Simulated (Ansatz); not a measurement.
Al₃₂N₃₁ (charge +2): geometry relaxation (part 3 of 3)

Al₃₂N₃₁ (defect cell, 63 atoms in the cell, total charge +2); DFT PBE, scalar-relativistic, plane waves, PAW, spin-polarised (Ansatz 0.2.0); cutoff 420 eV, 2×2×2 k-mesh, Gaussian smearing of 0.01 eV, collinear spins. The structure derives from an entry of the Crystallography Open Database.

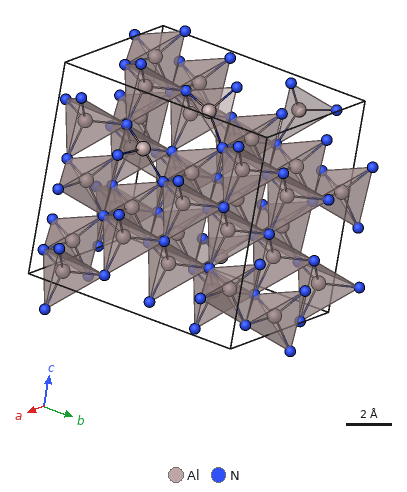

**Figure 1.** The geometry at step 5 of the log (polyhedral view of the cell of the calculation, seen slightly off an axis; polyhedra are completed across the faces of the cell).

Output, continued:
```
  k-point 2 ↑: bands = ["-8.0156", "-7.5227", "-7.4733", "-7.2434", "-7.1796", "-6.8389", "-6.8319", "-6.7819", "-6.7492", "-6.6551", "-6.4833", "-6.3959", "-6.3881", "-6.3416", "-6.2597", "-6.2246", "-6.1053", "-6.0866", "-6.0588", "-6.0344", "-6.0158", "-5.9430", "-5.8767", "-5.8609", "-5.8541", "-5.8293", "-5.7061", "-5.6531", "-5.6015", "-5.5421", "-5.5207", "1.1475", "1.4269", "1.5742", "1.6122", "1.6398", "1.6576", "1.7071", "1.7574", "1.8188",
      "1.8829", "1.9464", "1.9667", "1.9735", "1.9966", "2.0719", "2.1105", "2.3214", "2.3792", "2.5096", "2.7617", "2.7957", "2.8293", "2.8367", "2.8807", "2.9176", "2.9865", "3.0592", "3.2515", "3.3212", "3.3320", "3.3827", "3.4436", "3.4454", "3.4746", "3.4944", "3.8239", "3.8895", "3.9296", "3.9548", "4.0024", "4.0288", "4.1345", "4.2504", "4.2813", "4.3763", "4.4500", "4.5603", "4.6099", "4.6566",
      "4.7041", "4.9156", "5.0139", "5.0452", "5.1026", "5.1290", "5.2038", "5.2411", "5.2737", "5.2975", "5.2985", "5.3366", "5.3627", "5.3967", "5.4196", "5.4283", "5.5109", "5.5131", "5.5800", "5.6230", "5.6574", "5.6787", "5.7033", "5.7294", "5.7409", "5.7560", "5.7694", "5.7825", "5.8076", "5.8384", "5.8680", "5.8713", "5.8951", "5.9001", "5.9257", "5.9646", "6.1570", "6.1921", "6.2435", "6.3394",
      "6.3733", "6.3892", "6.5360", "6.6916", "7.3932", "10.8558", "11.0343", "11.0419", "11.8466", "12.3480", "12.4829", "12.4854", "12.5655", "12.6509", "12.6928", "12.7653", "12.8266", "12.8431", "12.8751", "12.9852", "13.0115", "13.0208", "13.1715", "13.2316", "13.3623", "13.3860", "13.4702", "13.4755", "13.5020", "13.5068", "13.5639", "13.6629", "13.8627", "14.0604", "14.1281", "14.2721", "14.3785", "14.5917", "14.7049", "14.8661",
      "14.9233", "15.0192", "15.1739", "15.3233", "15.5503", "15.5820", "15.5981", "15.7856", "15.8823", "15.8921", "16.0192", "16.0948", "16.1562", "16.1846", "16.2166", "16.2176", "16.2525", "16.2680", "16.2950", "16.3291", "16.3765", "16.3833", "16.6022", "16.6052", "16.6878", "16.7727", "16.8054", "16.8669"]
  k-point 3 ↓: bands = ["-8.0490", "-7.3927", "-7.3536", "-7.2539", "-7.1962", "-7.0621", "-6.7172", "-6.6981", "-6.6444", "-6.6329", "-6.5820", "-6.5153", "-6.4089", "-6.3870", "-6.2280", "-6.1473", "-6.1259", "-6.1174", "-6.0679", "-5.9978", "-5.9119", "-5.8792", "-5.8585", "-5.8151", "-5.7750", "-5.7441", "-5.7298", "-5.6661", "-5.6154", "-5.5642", "-5.5442", "1.1069", "1.4801", "1.5084", "1.5524", "1.6073", "1.6529", "1.6626", "1.7207", "1.8668",
      "1.9247", "1.9766", "1.9984", "2.0397", "2.1580", "2.1993", "2.3419", "2.3892", "2.5371", "2.5967", "2.7468", "2.7874", "2.8251", "2.8497", "2.9470", "3.0100", "3.0526", "3.1065", "3.1269", "3.1589", "3.1988", "3.2533", "3.2977", "3.3686", "3.4810", "3.4859", "3.5723", "3.6676", "3.8332", "3.8759", "3.9546", "4.2671", "4.3235", "4.4917", "4.5287", "4.5849", "4.7101", "4.7307", "4.7697", "4.8016",
      "4.8387", "4.9703", "5.0203", "5.0524", "5.0713", "5.1100", "5.1161", "5.1323", "5.1689", "5.2181", "5.2824", "5.2950", "5.3789", "5.4144", "5.4867", "5.5082", "5.5625", "5.5866", "5.6123", "5.6216", "5.6417", "5.6558", "5.6644", "5.6727", "5.6793", "5.6990", "5.7915", "5.8225", "5.8571", "5.8899", "5.9132", "5.9522", "5.9855", "6.0336", "6.0571", "6.0608", "6.0706", "6.1024", "6.1137", "6.1886",
      "6.2467", "6.3219", "6.5186", "6.7110", "8.4267", "11.2419", "11.4149", "11.5009", "11.8140", "12.0179", "12.3854", "12.5114", "12.5238", "12.5805", "12.6841", "12.7149", "12.7480", "12.9532", "13.0013", "13.0628", "13.1098", "13.1853", "13.3195", "13.3886", "13.4678", "13.4934", "13.5550", "13.5753", "13.6684", "13.7526", "13.8275", "13.8701", "14.0245", "14.1128", "14.2394", "14.3499", "14.5300", "14.6734", "14.8083", "14.9012",
      "14.9482", "15.0423", "15.1475", "15.1843", "15.2468", "15.3602", "15.4792", "15.7730", "15.9312", "16.0567", "16.1037", "16.1265", "16.1462", "16.1753", "16.1903", "16.2247", "16.2310", "16.2443", "16.2695", "16.2909", "16.3322", "16.3785", "16.4443", "16.4942", "16.6163", "16.7700", "16.8552", "16.9622"]
--- Relaxed structure (5 steps of the walk, 5 accepted, 0 SCFs on fresh bases) ---
  F+E_penalty+E_count = -29204.37704586 eV   max|allowed force component| = 1.036e-2 eV/Å
  atoms:
    - { symbol: Al, position: [0.6642569068321179, 0.24781734489722568, 0.9165652059896737] }
    - { symbol: Al, position: [0.9164312473436632, 0.37577521653946566, 0.2942353131957455] }
    - { symbol: Al, position: [0.6671108783215802, -0.0019296694776385118, 0.6663162044303486] }
    - { symbol: Al, position: [0.9164314353821735, 0.12232089533321366, 0.040779906973423596] }
    - { symbol: Al, position: [0.1664377721104757, 0.2503253490422169, 0.4162376389022504] }
    - { symbol: Al, position: [0.6665772379131447, 0.7501332674867772, 0.41656814532756126] }
    - { symbol: Al, position: [0.41319552997205716, 0.3735262422462291, 0.7888409736784128] }
    - { symbol: Al, position: [0.9160968719209683, 0.8751443208812517, 0.7900016280918528] }
    - { symbol: Al, position: [0.1677178228158321, 0.0014094187878884892, 0.16787270195955062] }
    - { symbol: Al, position: [0.6671089727143609, 0.500919311325037, 0.1691652772077437] }
    - { symbol: Al, position: [0.4131965057851842, 0.12447901370826676, 0.539795459910271] }
    - { symbol: Al, position: [0.916097717106367, 0.626222206323609, 0.5410760051638761] }
    - { symbol: Al, position: [0.20256542061319455, 0.7859467354179888, 0.9167433277165721] }
    - { symbol: Al, position: [0.41775629460833386, 0.8766389732592723, 0.29306019339381323] }
    - { symbol: Al, position: [0.16771770841539863, 0.49996897271189766, 0.6664316914692723] }
    - { symbol: Al, position: [0.41775582690282514, 0.6248187977067085, 0.04124154746137641] }
    - { symbol: Al, position: [0.8171980205498588, 0.35502549593108257, 0.6864832661351847] }
    - { symbol: Al, position: [0.09325272075175609, 0.49286483906556555, 0.10051020746408768] }
    - { symbol: Al, position: [0.8332524427036581, 0.12293939980860194, 0.45693496382205745] }
    - { symbol: Al, position: [0.08202836849144346, 0.24852962484382662, 0.8330857337066357] }
    - { symbol: Al, position: [0.334625117991951, 0.37460996289133097, 0.2100011465457816] }
    - { symbol: Al, position: [0.8332511381233378, 0.8764401914554419, 0.21043705360238393] }
    - { symbol: Al, position: [0.5811030358718546, 0.49896874999020463, 0.5822598267130836] }
    - { symbol: Al, position: [0.08262161788541894, -0.000337146730513771, 0.5830839499391993] }
    - { symbol: Al, position: [0.33416674153285963, 0.13017335204029826, 0.9584280063923827] }
    - { symbol: Al, position: [0.8171969616718867, 0.630831483349642, 0.9622981065392587] }
    - { symbol: Al, position: [0.5813540094289209, 0.24860065232560866, 0.33074891934678163] }
    - { symbol: Al, position: [0.08202835634101913, 0.7490667438193649, 0.33362356898730694] }
    - { symbol: Al, position: [0.33416619976954437, 0.8758620196191681, 0.7041175693773649] }
    - { symbol: Al, position: [0.5893675876544284, 0.003032316733525886, 0.08645868293911263] }
    - { symbol: Al, position: [0.3346259473474812, 0.6247508307359828, 0.46013987974876375] }
    - { symbol: Al, position: [0.581354201967146, 0.7507285899520746, 0.8328784373212581] }
    - { symbol: N, position: [0.22573114724754562, 0.6849702908230525, 0.2914754639965188] }
    - { symbol: N, position: [0.9766757941001464, 0.3100249894883434, 0.6674063803848339] }
    - { symbol: N, position: [0.22573233027706513, 0.43437903644893505, 0.040885840528217504] }
    - { symbol: N, position: [0.4757777933377746, 0.5594056328301755, 0.416496653842368] }
    - { symbol: N, position: [0.9768221756515231, 0.059796615934112674, 0.41714920011918055] }
    - { symbol: N, position: [0.7257818757497211, 0.6842442421322397, 0.790846477866211] }
    - { symbol: N, position: [0.22499930424060557, 0.18470691942033732, 0.7911101041235313] }
    - { symbol: N, position: [0.47610356045254193, 0.3100534115108046, 0.16666238738238204] }
    - { symbol: N, position: [0.9766737017755848, 0.8093914516983246, 0.16677346794408893] }
    - { symbol: N, position: [0.7257816466746454, 0.4350596586727222, 0.5416606813758796] }
    - { symbol: N, position: [0.2250001449372099, 0.9340142497217903, 0.540416702865024] }
    - { symbol: N, position: [0.4711781033065743, 0.05471230913279998, 0.9165907615727616] }
    - { symbol: N, position: [0.7264351566397038, 0.18479127109608873, 0.2928112751168381] }
    - { symbol: N, position: [0.47610349623697545, 0.8095655932900909, 0.6661750184813041] }
    - { symbol: N, position: [0.7264356430749284, 0.9337482253063202, 0.04176861069037355] }
    - { symbol: N, position: [0.6415642028393778, 0.1837695173567776, 0.7090690930561433] }
    - { symbol: N, position: [0.8905056114881962, 0.3080351929065477, 0.08259567774318335] }
    - { symbol: N, position: [0.6425981052072525, 0.9346837829446228, 0.4583618129473938] }
    - { symbol: N, position: [0.89227111799631, 0.05875253260138594, 0.8331825072126968] }
    - { symbol: N, position: [0.14241134049531146, 0.184378594084578, 0.20790155541871336] }
    - { symbol: N, position: [0.6425969559826966, 0.6843603644284765, 0.20803882227726267] }
    - { symbol: N, position: [0.39211205983495534, 0.30934100132021725, 0.58289602623164] }
    - { symbol: N, position: [0.8922702262500066, 0.809131299889364, 0.5832632817523868] }
    - { symbol: N, position: [0.14197700759948384, 0.9356111668655028, 0.958644892565466] }
    - { symbol: N, position: [0.6415592802879552, 0.43261866734021426, 0.9579186623625706] }
    - { symbol: N, position: [0.3926357378656373, 0.05953773266799663, 0.33332221622376323] }
    - { symbol: N, position: [0.8922691519784178, 0.5592117796807734, 0.33364158122349163] }
    - { symbol: N, position: [0.14197564119065245, 0.6834549162303497, 0.7064887137503093] }
    - { symbol: N, position: [0.39435785515780775, 0.8095851274320824, 0.08489584883850301] }
    - { symbol: N, position: [0.1424115643201101, 0.4346346224738474, 0.45815625148875017] }
    - { symbol: N, position: [0.392635375263037, 0.5594368611505065, 0.8332224372658202] }
--- Löwdin populations: 63 sites ---
  site symbol       q [e]    m [muB]
     0     Al      1.8968     0.0005
     1     Al      1.8890     0.0017
     2     Al      1.8885     0.0016
     3     Al      1.8890     0.0017
     4     Al      1.8888    -0.0001
     5     Al      1.8893     0.0002
     6     Al      1.8883     0.0017
     7     Al      1.8820    -0.0011
     8     Al      1.8825    -0.0009
     9     Al      1.8885     0.0016
    10     Al      1.8883     0.0017
    11     Al      1.8820    -0.0011
    12     Al      1.9274     0.0925
    13     Al      1.8815    -0.0010
    14     Al      1.8825    -0.0009
    15     Al      1.8815    -0.0010
    16     Al      1.9727     0.1716
    17     Al      1.9733     0.1715
    18     Al      1.8919     0.0042
    19     Al      1.8820    -0.0013
    20     Al      1.8922     0.0039
    21     Al      1.8919     0.0042
    22     Al      1.8829    -0.0011
    23     Al      1.8852     0.0000
    24     Al      1.8898     0.0033
    25     Al      1.9727     0.1717
    26     Al      1.8892     0.0044
    27     Al      1.8820    -0.0013
    28     Al      1.8898     0.0033
    29     Al      1.8916     0.0035
    30     Al      1.8922     0.0039
    31     Al      1.8892     0.0044
    32      N      6.0059     0.0212
    33      N      6.0064     0.0213
    34      N      6.0059     0.0212
    35      N      6.0123     0.0005
    36      N      6.0135     0.0045
    37      N      6.0063     0.0210
    38      N      6.0156     0.0035
    39      N      6.0153     0.0069
    40      N      6.0064     0.0213
    41      N      6.0063     0.0210
    42      N      6.0156     0.0035
    43      N      6.0019    -0.0002
    44      N      6.0129     0.0033
    45      N      6.0153     0.0069
    46      N      6.0129     0.0033
    47      N      6.0005     0.0313
    48      N      6.0002     0.0310
    49      N      6.0135     0.0011
    50      N      6.0168     0.0008
    51      N      6.0135     0.0011
    52      N      6.0135     0.0011
    53      N      6.0162     0.0003
    54      N      6.0159     0.0004
    55      N      6.0093     0.0205
    56      N      6.0005     0.0313
    57      N      6.0148     0.0008
    58      N      6.0168     0.0008
    59      N      6.0093     0.0205
    60      N      6.0096     0.0203
    61      N      6.0135     0.0011
    62      N      6.0148     0.0008
  spilling = 0.007932 (of n_electrons = 249.000000)
```

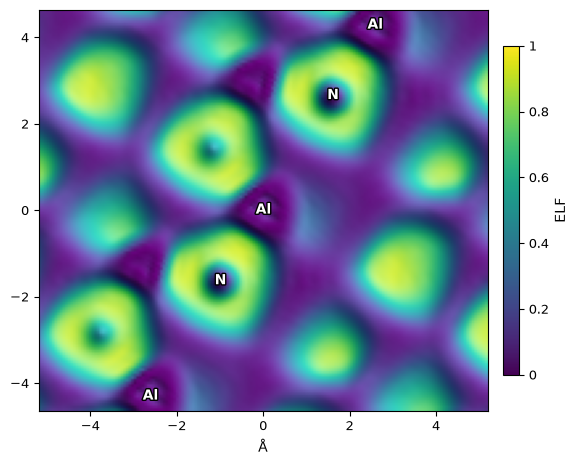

**Figure 2.** Electron localisation function on the (001) plane of the calculation cell. Atoms in the plane: Al and N. The fields are those of the smooth PAW valence density.

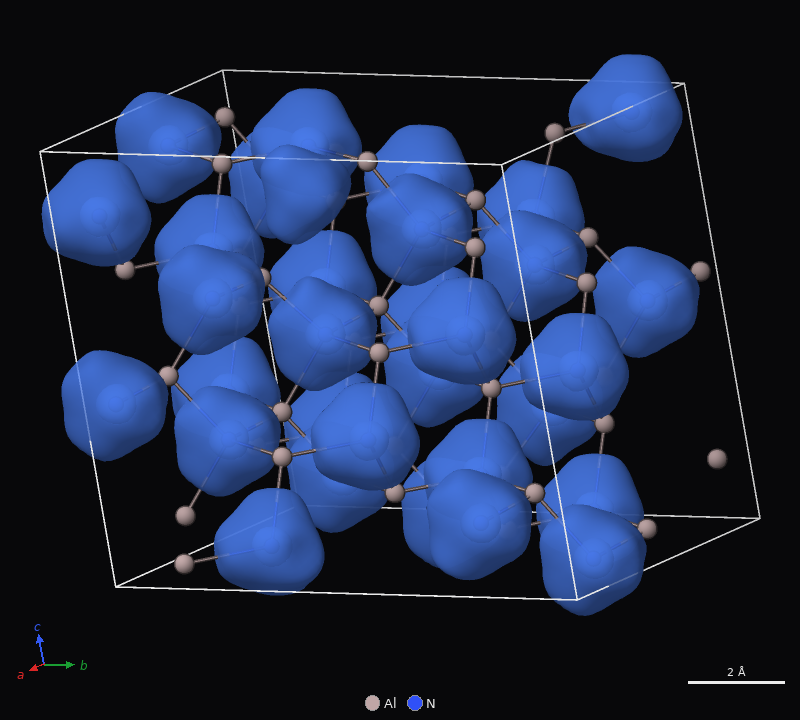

**Figure 3.** Isosurface of the electron localisation function at 0.65 (blue), seen at an oblique angle. Only the valence region is drawn (cores and ρ < 0.01 e/Å³ removed). Sticks mark near contacts. The outline is the calculation cell. Values along the shortest contacts: Al–N (1.84 Å): the ELF is about 0.85 at the midpoint.

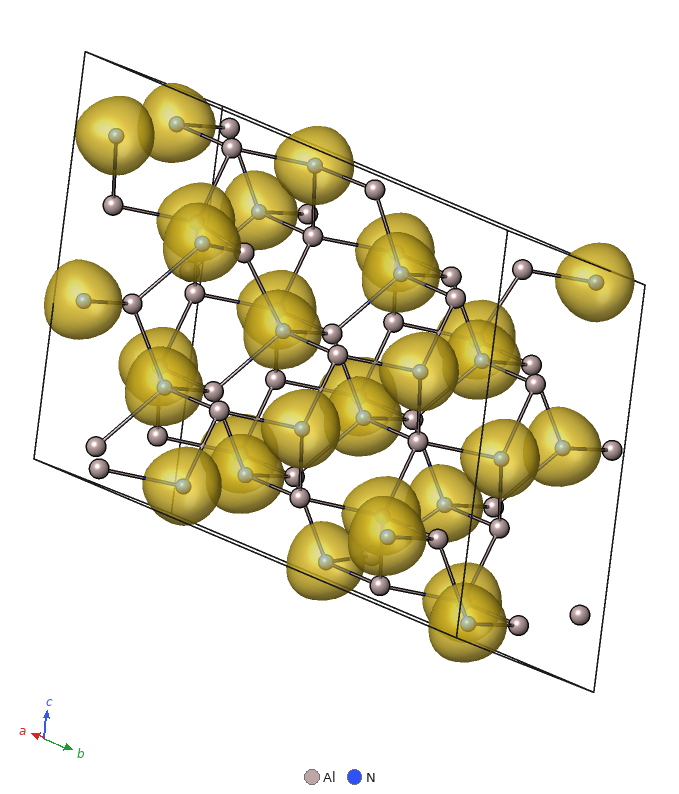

**Figure 4.** Isosurface of the valence electron density at 0.8 e/Å³ (yellow), seen at an oblique angle. Sticks mark near contacts. The outline is the calculation cell. At this value the density breaks into separate islands; it holds about 50 % of the electrons treated as valence. It is pinched off along the Al–N (1.84 Å), Al–N (1.88 Å) and Al–N (1.93 Å) contacts. On the grid the lowest density along these lines, outside the cores, is 0.61 e/Å³ (Al–N, 1.84 Å), 0.57 e/Å³ (Al–N, 1.88 Å) and 0.52 e/Å³ (Al–N, 1.93 Å).

Results in brief:

```json
{"quantity": "outcome", "value": "converged"}
{"quantity": "electrons treated", "value": "249"}
{"quantity": "free energy", "value": "−29204.3770 eV"}
{"quantity": "Fermi energy", "value": "7.911 eV"}
{"quantity": "gap on the k-point mesh", "value": "0.96 eV"}
{"quantity": "net moment of the cell", "value": "1.00 μB"}
{"quantity": "integrated absolute moment", "value": "1.04 μB"}
{"quantity": "final volume", "value": "681.29 Å³"}
{"quantity": "largest force (length of the vector) at the end", "value": "0.010 eV/Å"}
{"quantity": "wall time", "value": "3.5 min (CPU time 22 min)"}
{"quantity": "peak memory", "value": "4.5 GiB"}
```

The cell is charged and computed with a neutralising background, so its energy and pressure depend on the cell and aren't those of a real crystal.
